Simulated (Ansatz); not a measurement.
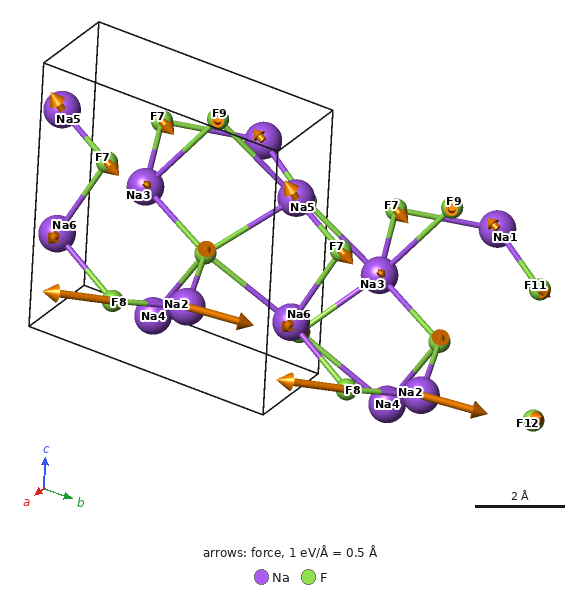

Starting geometry of solid NaF (a generated structure, set up in P1) (coarse preliminary run) with the computed forces as orange arrows. A ball-and-stick model of the cell of the calculation, reduced to other axes, repeated 1 × 2 × 1 with one cell outlined, seen slightly off an axis. Lengths and directions refer to the drawn axes.

The calculation used DFT PBE, scalar-relativistic, plane waves, PAW (Ansatz 0.2.0).

The input:
```yaml
crystal:
  lattice:
    - [3.2492687949, -4.8830998082, 0.0196551864]
    - [3.2055770321, 4.8546788166, 0.0253064952]
    - [-2.883578285, 0.0159543704, 5.2594766219]
  atoms:
    - { symbol: Na, position: [0.2798529779, 0.9826521841, 0.2059290296] }
    - { symbol: Na, position: [0.3520255576, 1.0376305888, 0.7135410212] }
    - { symbol: Na, position: [0.6894163492, 0.6520654045, 0.4673635631] }
    - { symbol: Na, position: [0.6307373609, 0.6665307368, 0.9400124972] }
    - { symbol: Na, position: [0.9819059588, 0.3161544417, 0.2201390543] }
    - { symbol: Na, position: [0.9644377696, 0.2729179693, 0.6785532571] }
    - { symbol: F, position: [0.7139925757, 0.0078606384, 0.2819215409] }
    - { symbol: F, position: [0.6579765794, 0.0097532968, 0.789731137] }
    - { symbol: F, position: [0.3270410874, 0.315906828, 0.0366660387] }
    - { symbol: F, position: [0.347454381, 0.3092798848, 0.5514475087] }
    - { symbol: F, position: [0.0248608042, 0.6960621232, 0.3048416388] }
    - { symbol: F, position: [0.0298205982, 0.7327079037, 0.8097477135] }
basis:
  ecutwfc: 420
kpoints:
  mp_grid: { grid: [4, 4, 4] }
hamiltonian:
  xc: pbe
scf:
  occupations: { method: gaussian, width: 0.1 }
  lower_state_search: "off"
output:
  forces: true
  stress: true
  eigenvalues: true
relax:
  adjacent_minimum: "off"
  f_tol: 0.025
  max_steps: 60
  cell: { stress_tol: 0.25 }
```

Command:
```bash
ansatz run input.yaml --threads 4 --pin off --max-ram 8192MiB --backend cpu --events-out ev --progress --plain --runs-dir out
```

What follows when this structure is relaxed?

It isn't relaxed: the largest force vector, on F8, is 3.48 eV/Å. The final displacements follow the starting forces only in part (cosine between the two patterns 0.75). After 3 accepted moves (4 points after the start) the energy has fallen by 92.1 meV per atom. The largest force component goes from 3.1 to 0.0032 eV/Å. The pressure goes from 3.86 to 0.11 GPa. At 1 point the geometry stayed and the basis and grid were re-selected for the new cell (energy shift of 0.8 meV per atom at most each time). The atom that moves furthest relative to the cell is Na2 (0.26 Å roughly along [3 3 1]). By element the largest moves are Na 0.26 Å, F 0.23 Å. Cell: a 5.818 → 5.858 Å (+0.7 %), b 5.865 → 5.864 Å (0.0 %), c 5.998 → 6.095 Å (+1.6 %), α 105.4° → 105.2°, β 105.0° → 105.2°, γ 112.9° → 113.6°. Volume +1.5 %. Near-neighbour distances that change, for instance: Na2–F8 1.812 → 2.198 Å, Na2–F10 2.064 → 2.387 Å, Na4–F11 2.640 → 2.381 Å, Na6–F12 2.423 → 2.198 Å. Bond angles that change, for instance: Na4–F10–Na5 122.9° → 138.2°, F7–Na4–F10 152.1° → 138.1°, F7–Na5–F11 125.4° → 112.7°. The space group stays P1 (No. 1). Cost: 72 s on 4 threads of Arm Neoverse N1 (shared host), peak memory 0.62 GiB.
